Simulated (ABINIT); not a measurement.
## Re: geometry relaxation (part 2 of 3)

The same run, continued: Re (P6₃/mmc, 2 atoms in the cell); Kohn-Sham DFT of a periodic cell, PBE with D3(BJ), Ansatz PAW PBE default generated set, frozen core, no spin polarisation (ABINIT 10.8.3); cutoff 419.06 eV, 11×11×6 k-mesh, fermi-dirac of 0.05 eV. The structure derives from an entry of the Crystallography Open Database.

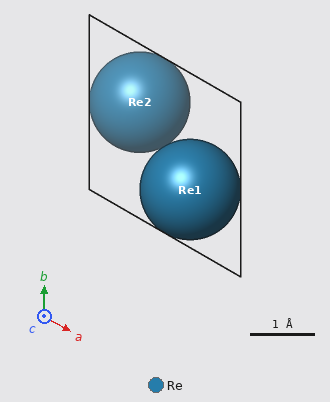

**Figure 1.** The geometry at step 2 of the log (spheres-only view of the cell of the calculation, along the c axis; atoms are numbered from 1 in the order of the input).

## What the program printed, continued
```
--- !ResultsGS
iteration_state: {dtset: 1, itime: 3, icycle: 1, }
comment   : Summary of ground state results
lattice_vectors:
- [  5.2100212,   0.0000000,   0.0000000, ]
- [ -2.6050106,   4.5120107,   0.0000000, ]
- [  0.0000000,   0.0000000,   8.4179791, ]
lattice_lengths: [   5.21002,    5.21002,    8.41798, ]
lattice_angles: [ 90.000,  90.000, 120.000, ] # degrees, (23, 13, 12)
lattice_volume:   1.9788709E+02
convergence: {deltae:  3.294E-11, res2:  9.498E-10, residm:  1.252E-05, diffor: null, }
etotal    :  -1.60427698E+02
entropy   :   0.00000000E+00
fermie    :   4.95441229E-01
cartesian_stress_tensor: # hartree/bohr^3
- [  1.23457924E-06,   0.00000000E+00,   0.00000000E+00, ]
- [  0.00000000E+00,   1.23457711E-06,   0.00000000E+00, ]
- [  0.00000000E+00,   0.00000000E+00,  -3.05313845E-06, ]
pressure_GPa:   5.7271E-03
xred      :
- [  6.6667E-01,   3.3333E-01,   7.5000E-01, Re]
- [  3.3333E-01,   6.6667E-01,   2.5000E-01, Re]
cartesian_forces: # hartree/bohr
- [ -1.55046119E-28,  -8.95159185E-29,  -0.00000000E+00, ]
- [  1.55046119E-28,   8.95159185E-29,  -0.00000000E+00, ]
force_length_stats: {min:   1.79031837E-28, max:   1.79031837E-28, mean:   1.79031837E-28, }
...

 Integrated electronic density in atomic spheres:
 ------------------------------------------------
 Atom  Sphere_radius  Integrated_density
    1        2.63806         13.95847652
    2        2.63806         13.95847652

---OUTPUT-----------------------------------------------------------------------

 Cartesian coordinates (xcart) [bohr]
  2.60501060142544E+00  1.50400357095151E+00  6.31348434025842E+00
 -9.00317682241699E-10  3.00800714347314E+00  2.10449477818032E+00
 Reduced coordinates (xred)
  6.66666666319869E-01  3.33333332985348E-01  7.49999999660402E-01
  3.33333332986535E-01  6.66666666318681E-01  2.49999999660402E-01
 Cartesian forces (fcart) [Ha/bohr]; max,rms= 1.55046E-28 1.03364E-28 (free atoms)
 -1.55046118857466E-28 -8.95159184575562E-29 -0.00000000000000E+00
  1.55046118857466E-28  8.95159184575562E-29 -0.00000000000000E+00
 Gradient of E wrt nuclear positions in reduced coordinates (gred)
  8.07793566946316E-28  6.11793793652750E-44  0.00000000000000E+00
 -8.07793566946316E-28 -6.11793793652750E-44 -0.00000000000000E+00
 Scale of Primitive Cell (acell) [bohr]
  5.21002120465151E+00  5.21002120472173E+00  8.41797912415620E+00
 Real space primitive translations (rprimd) [bohr]
  5.21002120465151E+00  0.00000000000000E+00  0.00000000000000E+00
 -2.60501060232576E+00  4.51201071756489E+00  0.00000000000000E+00
  0.00000000000000E+00  0.00000000000000E+00  8.41797912415620E+00
 Unitary Cell Volume (ucvol) [Bohr^3]=  1.97887088063450E+02
 Angles (23,13,12)= [degrees]
  9.00000000000000E+01  9.00000000000000E+01  1.19999999999554E+02
 Lengths [Bohr]
  5.21002120465151E+00  5.21002120472172E+00  8.41797912415620E+00
 Stress tensor in cartesian coordinates (strten) [Ha/bohr^3]
  1.23457923571768E-06  0.00000000000000E+00  0.00000000000000E+00
  0.00000000000000E+00  1.23457711047326E-06  0.00000000000000E+00
  0.00000000000000E+00  0.00000000000000E+00 -3.05313845203048E-06
 Total energy (etotal) [Ha]= -1.60427698059536E+02

 Difference of energy with previous step (new-old):
           Absolute (Ha)=-5.33601E-07
           Relative     =-3.32612E-09

--- Iteration: ( 4/60) Internal Cycle: (1/1)
--------------------------------------------------------------------------------

---SELF-CONSISTENT-FIELD CONVERGENCE--------------------------------------------

--- !BeginCycle
iteration_state: {dtset: 1, itime: 4, icycle: 1, }
solver: {iscf: 17, nstep: 100, nline: 4, wfoptalg: 10, }
tolerances: {tolvrs: 1.00E-09, }
...

     iter   Etot(hartree)      deltaE(h)  residm     nres2
 ETOT  1  -160.42769843206    -1.604E+02 1.131E-05 8.336E-05
 ETOT  2  -160.42769812998     3.021E-07 1.024E-05 1.341E-06
 ETOT  3  -160.42769812533     4.648E-09 9.760E-06 2.052E-08
 ETOT  4  -160.42769812540    -6.921E-11 9.169E-06 2.706E-09
 ETOT  5  -160.42769812540     9.663E-13 8.731E-06 4.195E-11

 At SCF step    5       nres2   =  4.20E-11 < tolvrs=  1.00E-09 =>converged.

 Cartesian components of stress tensor (hartree/bohr^3)
  sigma(1 1)=  1.03870995E-06  sigma(3 2)=  0.00000000E+00
  sigma(2 2)=  1.03870782E-06  sigma(3 1)=  0.00000000E+00
  sigma(3 3)= -8.38240518E-07  sigma(2 1)=  0.00000000E+00

--- !ResultsGS
iteration_state: {dtset: 1, itime: 4, icycle: 1, }
comment   : Summary of ground state results
lattice_vectors:
- [  5.2098176,   0.0000000,   0.0000000, ]
- [ -2.6049088,   4.5118344,   0.0000000, ]
- [  0.0000000,   0.0000000,   8.4190366, ]
lattice_lengths: [   5.20982,    5.20982,    8.41904, ]
lattice_angles: [ 90.000,  90.000, 120.000, ] # degrees, (23, 13, 12)
lattice_volume:   1.9789648E+02
convergence: {deltae:  9.663E-13, res2:  4.195E-11, residm:  8.731E-06, diffor: null, }
etotal    :  -1.60427698E+02
entropy   :   0.00000000E+00
fermie    :   4.95417992E-01
cartesian_stress_tensor: # hartree/bohr^3
- [  1.03870995E-06,   0.00000000E+00,   0.00000000E+00, ]
- [  0.00000000E+00,   1.03870782E-06,   0.00000000E+00, ]
- [  0.00000000E+00,   0.00000000E+00,  -8.38240518E-07, ]
pressure_GPa:  -1.2153E-02
xred      :
- [  6.6667E-01,   3.3333E-01,   7.5000E-01, Re]
- [  3.3333E-01,   6.6667E-01,   2.5000E-01, Re]
cartesian_forces: # hartree/bohr
- [ -0.00000000E+00,  -0.00000000E+00,  -0.00000000E+00, ]
- [ -0.00000000E+00,  -0.00000000E+00,  -0.00000000E+00, ]
force_length_stats: {min:   0.00000000E+00, max:   0.00000000E+00, mean:   0.00000000E+00, }
...

 Integrated electronic density in atomic spheres:
 ------------------------------------------------
 Atom  Sphere_radius  Integrated_density
    1        2.63806         13.95849260
    2        2.63806         13.95849260

---OUTPUT-----------------------------------------------------------------------

 Cartesian coordinates (xcart) [bohr]
  2.60490881491190E+00  1.50394480448056E+00  6.31427747833618E+00
 -9.00282980734624E-10  3.00788961053118E+00  2.10475915753934E+00
 Reduced coordinates (xred)
  6.66666666319869E-01  3.33333332985348E-01  7.49999999660402E-01
  3.33333332986535E-01  6.66666666318681E-01  2.49999999660402E-01
 Cartesian forces (fcart) [Ha/bohr]; max,rms= 0.00000E+00 0.00000E+00 (free atoms)
 -0.00000000000000E+00 -0.00000000000000E+00 -0.00000000000000E+00
 -0.00000000000000E+00 -0.00000000000000E+00 -0.00000000000000E+00
 Gradient of E wrt nuclear positions in reduced coordinates (gred)
  0.00000000000000E+00  0.00000000000000E+00  0.00000000000000E+00
  0.00000000000000E+00  0.00000000000000E+00  0.00000000000000E+00
 Scale of Primitive Cell (acell) [bohr]
  5.20981763162437E+00  5.20981763169458E+00  8.41903664159370E+00
 Real space primitive translations (rprimd) [bohr]
  5.20981763162437E+00  0.00000000000000E+00  0.00000000000000E+00
 -2.60490881581218E+00  4.51183441815185E+00  0.00000000000000E+00
  0.00000000000000E+00  0.00000000000000E+00  8.41903664159370E+00
 Unitary Cell Volume (ucvol) [Bohr^3]=  1.97896481969108E+02
 Angles (23,13,12)= [degrees]
  9.00000000000000E+01  9.00000000000000E+01  1.19999999999554E+02
 Lengths [Bohr]
  5.20981763162437E+00  5.20981763169458E+00  8.41903664159370E+00
 Stress tensor in cartesian coordinates (strten) [Ha/bohr^3]
  1.03870994708904E-06  0.00000000000000E+00  0.00000000000000E+00
  0.00000000000000E+00  1.03870782205279E-06  0.00000000000000E+00
  0.00000000000000E+00  0.00000000000000E+00 -8.38240518385991E-07
 Total energy (etotal) [Ha]= -1.60427698125395E+02

 Difference of energy with previous step (new-old):
           Absolute (Ha)=-6.58594E-08
           Relative     =-4.10524E-10

--- Iteration: ( 5/60) Internal Cycle: (1/1)
--------------------------------------------------------------------------------

---SELF-CONSISTENT-FIELD CONVERGENCE--------------------------------------------

--- !BeginCycle
iteration_state: {dtset: 1, itime: 5, icycle: 1, }
solver: {iscf: 17, nstep: 100, nline: 4, wfoptalg: 10, }
tolerances: {tolvrs: 1.00E-09, }
...

     iter   Etot(hartree)      deltaE(h)  residm     nres2
 ETOT  1  -160.42769830542    -1.604E+02 7.870E-06 4.408E-05
 ETOT  2  -160.42769814367     1.617E-07 6.917E-06 7.410E-07
 ETOT  3  -160.42769814097     2.691E-09 6.293E-06 9.786E-09
 ETOT  4  -160.42769814101    -3.760E-11 6.070E-06 1.044E-09
 ETOT  5  -160.42769814101     8.527E-13 5.497E-06 1.591E-11

 At SCF step    5       nres2   =  1.59E-11 < tolvrs=  1.00E-09 =>converged.

 Cartesian components of stress tensor (hartree/bohr^3)
  sigma(1 1)=  1.41873178E-07  sigma(3 2)=  0.00000000E+00
  sigma(2 2)=  1.41871053E-07  sigma(3 1)=  0.00000000E+00
  sigma(3 3)=  7.89870165E-08  sigma(2 1)=  0.00000000E+00

--- !ResultsGS
iteration_state: {dtset: 1, itime: 5, icycle: 1, }
comment   : Summary of ground state results
lattice_vectors:
- [  5.2095647,   0.0000000,   0.0000000, ]
- [ -2.6047823,   4.5116153,   0.0000000, ]
- [  0.0000000,   0.0000000,   8.4196730, ]
lattice_lengths: [   5.20956,    5.20956,    8.41967, ]
lattice_angles: [ 90.000,  90.000, 120.000, ] # degrees, (23, 13, 12)
lattice_volume:   1.9789222E+02
convergence: {deltae:  8.527E-13, res2:  1.591E-11, residm:  5.497E-06, diffor: null, }
etotal    :  -1.60427698E+02
entropy   :   0.00000000E+00
fermie    :   4.95437491E-01
cartesian_stress_tensor: # hartree/bohr^3
- [  1.41873178E-07,   0.00000000E+00,   0.00000000E+00, ]
- [  0.00000000E+00,   1.41871053E-07,   0.00000000E+00, ]
- [  0.00000000E+00,   0.00000000E+00,   7.89870165E-08, ]
pressure_GPa:  -3.5573E-03
xred      :
- [  6.6667E-01,   3.3333E-01,   7.5000E-01, Re]
- [  3.3333E-01,   6.6667E-01,   2.5000E-01, Re]
cartesian_forces: # hartree/bohr
- [ -1.03373138E-28,   5.96825089E-29,  -0.00000000E+00, ]
- [  1.03373138E-28,  -5.96825089E-29,  -0.00000000E+00, ]
force_length_stats: {min:   1.19365018E-28, max:   1.19365018E-28, mean:   1.19365018E-28, }
...

 Integrated electronic density in atomic spheres:
 ------------------------------------------------
 Atom  Sphere_radius  Integrated_density
    1        2.63806         13.95847316
    2        2.63806         13.95847316

---OUTPUT-----------------------------------------------------------------------

 Cartesian coordinates (xcart) [bohr]
  2.60478232462100E+00  1.50387177527711E+00  6.31475475081897E+00
 -9.00239286422005E-10  3.00774355212420E+00  2.10491824836679E+00
 Reduced coordinates (xred)
  6.66666666319869E-01  3.33333332985348E-01  7.49999999660402E-01
  3.33333332986535E-01  6.66666666318681E-01  2.49999999660402E-01
 Cartesian forces (fcart) [Ha/bohr]; max,rms= 1.03373E-28 6.89154E-29 (free atoms)
 -1.03373137815482E-28  5.96825089436723E-29 -0.00000000000000E+00
  1.03373137815482E-28 -5.96825089436723E-29 -0.00000000000000E+00
 Gradient of E wrt nuclear positions in reduced coordinates (gred)
  5.38529044630877E-28 -5.38529044630877E-28 -0.00000000000000E+00
 -5.38529044630877E-28  5.38529044630877E-28 -0.00000000000000E+00
 Scale of Primitive Cell (acell) [bohr]
  5.20956465104248E+00  5.20956465111269E+00  8.41967300490436E+00
 Real space primitive translations (rprimd) [bohr]
  5.20956465104248E+00  0.00000000000000E+00  0.00000000000000E+00
 -2.60478232552124E+00  4.51161533054127E+00  0.00000000000000E+00
  0.00000000000000E+00  0.00000000000000E+00  8.41967300490436E+00
 Unitary Cell Volume (ucvol) [Bohr^3]=  1.97892220147500E+02
 Angles (23,13,12)= [degrees]
  9.00000000000000E+01  9.00000000000000E+01  1.19999999999554E+02
 Lengths [Bohr]
  5.20956465104248E+00  5.20956465111269E+00  8.41967300490436E+00
 Stress tensor in cartesian coordinates (strten) [Ha/bohr^3]
  1.41873178420571E-07  0.00000000000000E+00  0.00000000000000E+00
  0.00000000000000E+00  1.41871053245535E-07  0.00000000000000E+00
  0.00000000000000E+00  0.00000000000000E+00  7.89870165246453E-08
 Total energy (etotal) [Ha]= -1.60427698141011E+02

 Difference of energy with previous step (new-old):
           Absolute (Ha)=-1.56160E-08
           Relative     =-9.73396E-11

 At Broyd/MD step   5, gradients are converged :
  max grad (force/stress) = 1.4187E-05 < tolmxf= 1.0000E-04 ha/bohr (free atoms)

================================================================================

 ----iterations are completed or convergence reached----

 Mean square residual over all n,k,spin=   47.382E-10; max=  54.969E-07
 reduced coordinates (array xred) for    2 atoms
       0.666666666320      0.333333332985      0.749999999660
       0.333333332987      0.666666666319      0.249999999660
 rms dE/dt=  5.3853E-28; max dE/dt=  1.0771E-27; dE/dt below (all hartree)
    1       0.000000000000     -0.000000000000      0.000000000000
    2       0.000000000000      0.000000000000      0.000000000000

 cartesian coordinates (angstrom) at end:
    1      1.37839144461726     0.79581467105700     3.34162430430785
    2     -0.00000000047639     1.59162934294479     1.11387476709390

 cartesian forces (hartree/bohr) at end:
    1     -0.00000000000000     0.00000000000000    -0.00000000000000
    2      0.00000000000000    -0.00000000000000    -0.00000000000000
 frms,max,avg= 6.8915425E-29 1.0337314E-28   0.000E+00  0.000E+00  0.000E+00 h/b

 cartesian forces (eV/Angstrom) at end:
    1     -0.00000000000000     0.00000000000000    -0.00000000000000
    2      0.00000000000000    -0.00000000000000    -0.00000000000000
 frms,max,avg= 3.5437736E-27 5.3156605E-27   0.000E+00  0.000E+00  0.000E+00 e/A
 length scales=  5.209564651042  5.209564651113  8.419673004904 bohr
              =  2.756782890187  2.756782890224  4.455499074428 angstroms
 Fermi (or HOMO) energy (hartree) =   0.49544   Average Vxc (hartree)=  -0.53618
 Eigenvalues (hartree) for nkpt=  64  k points:
 kpt#   1, nband= 19, wtk=  0.00138, kpt=  0.0000  0.0000  0.0000 (reduced coord)
  -2.43646   -2.43186   -1.05956   -1.02021   -1.02021   -1.01371   -1.01371   -1.01302
   0.13192    0.25067    0.43657    0.43694    0.43694    0.46785    0.46785    0.50252
   0.50252    0.51751    0.61977
      occupation numbers for kpt#   1
   2.00000    2.00000    2.00000    2.00000    2.00000    2.00000    2.00000    2.00000
   2.00000    2.00000    2.00000    2.00000    2.00000    2.00000    2.00000    0.04146
   0.04146    0.00001    0.00000
 prteigrs : prtvol=0 or 1, do not print more k-points.

 Fermi (or HOMO) energy (eV) =  13.48154   Average Vxc (eV)= -14.59015
 Eigenvalues (   eV  ) for nkpt=  64  k points:
 kpt#   1, nband= 19, wtk=  0.00138, kpt=  0.0000  0.0000  0.0000 (reduced coord)
 -66.29932  -66.17426  -28.83200  -27.76119  -27.76119  -27.58433  -27.58433  -27.56579
   3.58975    6.82121   11.87959   11.88974   11.88974   12.73073   12.73073   13.67430
  13.67430   14.08223   16.86480
 prteigrs : prtvol=0 or 1, do not print more k-points.

--- !EnergyTerms
iteration_state     : {dtset: 1, itime: 5, icycle: 1, }
comment             : Components of total free energy in Hartree
kinetic             :  3.98226033851178E+01
hartree             :  1.99270947948499E+01
xc                  : -2.97148693282502E+01
Ewald energy        : -1.40495862471522E+02
psp_core            :  1.17022126097708E+01
local_psp           : -6.71608873135334E+01
PAW spherical_terms :  5.54086171636849E+00
VdWaals_dft_d       : -4.83506205946965E-02
internal            : -1.60427197227793E+02
'-kT*entropy'       : -5.01842557669618E-04
total_energy        : -1.60427699070351E+02
total_energy_eV     : -4.36546008395731E+03
...

--- !EnergyTermsDC
iteration_state     : {dtset: 1, itime: 5, icycle: 1, }
comment             : '"Double-counting" decomposition of free energy'
band_energy         : -1.68534026219542E+01
Ewald energy        : -1.40495862471522E+02
psp_core            :  1.17022126097708E+01
xc_dc               : -2.72625196462294E+01
PAW spherical_terms :  1.25307264520753E+01
VdWaals_dft_d       : -4.83506205946965E-02
internal            : -1.60427196298454E+02
'-kT*entropy'       : -5.01842557669618E-04
total_energy_dc     : -1.60427698141011E+02
total_energy_dc_eV  : -4.36546005866871E+03
...

--- !EnergyTermsWithPAWCore
iteration_state     : {dtset: 1, itime: 5, icycle: 1, }
comment             : 'Components of total free energy, including PAW core contributions'
Total energy        : -3.02925851218964E+04
Total energy DC     : -3.02925851209670E+04
Total energy (eV)   : -8.24303234141179E+05
Total energy DC (eV): -8.24303234115890E+05
...

 Cartesian components of stress tensor (hartree/bohr^3)
  sigma(1 1)=  1.41873178E-07  sigma(3 2)=  0.00000000E+00
  sigma(2 2)=  1.41871053E-07  sigma(3 1)=  0.00000000E+00
  sigma(3 3)=  7.89870165E-08  sigma(2 1)=  0.00000000E+00

-Cartesian components of stress tensor (GPa)         [Pressure= -3.5573E-03 GPa]
- sigma(1 1)=  4.17405302E-03  sigma(3 2)=  0.00000000E+00
- sigma(2 2)=  4.17399049E-03  sigma(3 1)=  0.00000000E+00
- sigma(3 3)=  2.32387826E-03  sigma(2 1)=  0.00000000E+00

== END DATASET(S) ==============================================================
================================================================================

 -outvars: echo values of variables after computation  --------
            acell      5.2095646510E+00  5.2095646511E+00  8.4196730049E+00 Bohr
           etotal     -1.6042769814E+02
            fcart     -1.0337313782E-28  5.9682508944E-29 -0.0000000000E+00
                       1.0337313782E-28 -5.9682508944E-29 -0.0000000000E+00
            rprim      1.0000000000E+00  0.0000000000E+00  0.0000000000E+00
                      -4.9999999999E-01  8.6602540379E-01  0.0000000000E+00
                       0.0000000000E+00  0.0000000000E+00  1.0000000000E+00
           strten      1.4187317842E-07  1.4187105325E-07  7.8987016525E-08
                       0.0000000000E+00  0.0000000000E+00  0.0000000000E+00
           xangst      1.3783914446E+00  7.9581467106E-01  3.3416243043E+00
                      -4.7638611441E-10  1.5916293429E+00  1.1138747671E+00
             xred      6.6666666632E-01  3.3333333299E-01  7.4999999966E-01
                       3.3333333299E-01  6.6666666632E-01  2.4999999966E-01
 Calculation completed.
```

## Trajectory as extended XYZ (Å, eV, eV/Å), 5 frames, from step=0 to step=4
```
2
Lattice="2.7608 0.0000 0.0000 -1.3804 2.3909 0.0000 0.0000 0.0000 4.4582" Properties=species:S:1:pos:R:3:forces:R:3 step=0 energy=-4365.45961
Re    1.3804    0.7970    3.3436    0.0000   0.0000   0.0000
Re    0.0000    1.5939    1.1145    0.0000   0.0000   0.0000
2
Lattice="2.7567 0.0000 0.0000 -1.3783 2.3874 0.0000 0.0000 0.0000 4.4532" Properties=species:S:1:pos:R:3:forces:R:3 step=1 energy=-4365.46004
Re    1.3783    0.7958    3.3399    0.0000   0.0000   0.0000
Re    0.0000    1.5916    1.1133    0.0000   0.0000   0.0000
2
Lattice="2.7570 0.0000 0.0000 -1.3785 2.3877 0.0000 0.0000 0.0000 4.4546" Properties=species:S:1:pos:R:3:forces:R:3 step=2 energy=-4365.46006
Re    1.3785    0.7959    3.3410    0.0000   0.0000   0.0000
Re    0.0000    1.5918    1.1137    0.0000   0.0000   0.0000
2
Lattice="2.7569 0.0000 0.0000 -1.3785 2.3876 0.0000 0.0000 0.0000 4.4552" Properties=species:S:1:pos:R:3:forces:R:3 step=3 energy=-4365.46006
Re    1.3785    0.7959    3.3414    0.0000   0.0000   0.0000
Re    0.0000    1.5917    1.1138    0.0000   0.0000   0.0000
2
Lattice="2.7568 0.0000 0.0000 -1.3784 2.3874 0.0000 0.0000 0.0000 4.4555" Properties=species:S:1:pos:R:3:forces:R:3 step=4 energy=-4365.46006
Re    1.3784    0.7958    3.3416    0.0000   0.0000   0.0000
Re    0.0000    1.5916    1.1139    0.0000   0.0000   0.0000
```

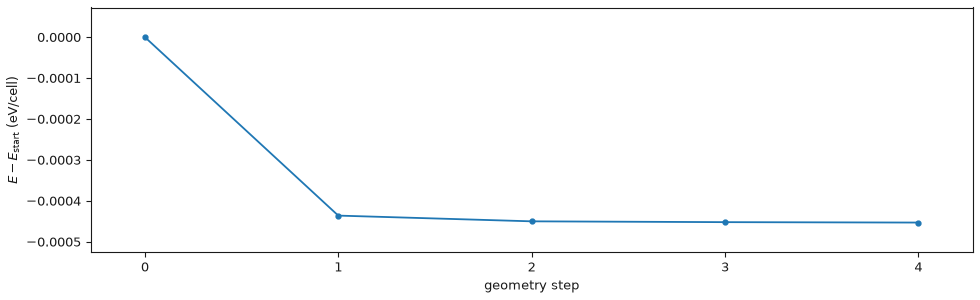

**Figure 2.** Progress of the relaxation, step by step (steps are counted from 0). The atoms keep their places relative to the cell (all moves are under 0.005 Å). After 4 geometry steps the energy has fallen by 0.5 meV per cell of the calculation. All forces vanish by symmetry, so only the cell relaxes.

The run was set up as follows.

## Input file
```
# Pseudopotentials
pp_dirpath "./"
pseudos "Re.GGA_PBE-ansatz.xml"

# Structure
acell 2.7608 2.7608 4.4582 Angstrom
rprim
     1.0000000000     0.0000000000     0.0000000000
    -0.5000000000     0.8660254038     0.0000000000
     0.0000000000     0.0000000000     1.0000000000
ntypat 1
znucl 75
natom 2
typat 1 1
xcart
     2.6085779427     1.5060631771     6.3185827566
    -0.0000000003     3.0121263547     2.1061942522
chkprim 0
chksymtnons 0
tolsym 1.0e-6

# Plane-wave basis
ecut 15.4
pawecutdg 30.8
pawxcdev 0
pawovlp -1

# k points
kptopt 1
ngkpt 11 11 6
nshiftk 1
shiftk 0.0 0.0 0.0

# Exchange and correlation
ixc 11
vdw_xc 7

# Bands and occupations
nband 19
occopt 3
tsmear 0.05 eV

# SCF cycle
nstep 100
tolvrs 1.0e-9

# Output
iomode 3
prtwf 0
prtden 0
prteig 0
prtebands 0
enunit 2

# Relaxation
ionmov 2
ntime 60
tolmxf 0.0001
optcell 2
dilatmx 1.08
ecutsm 0.5
```
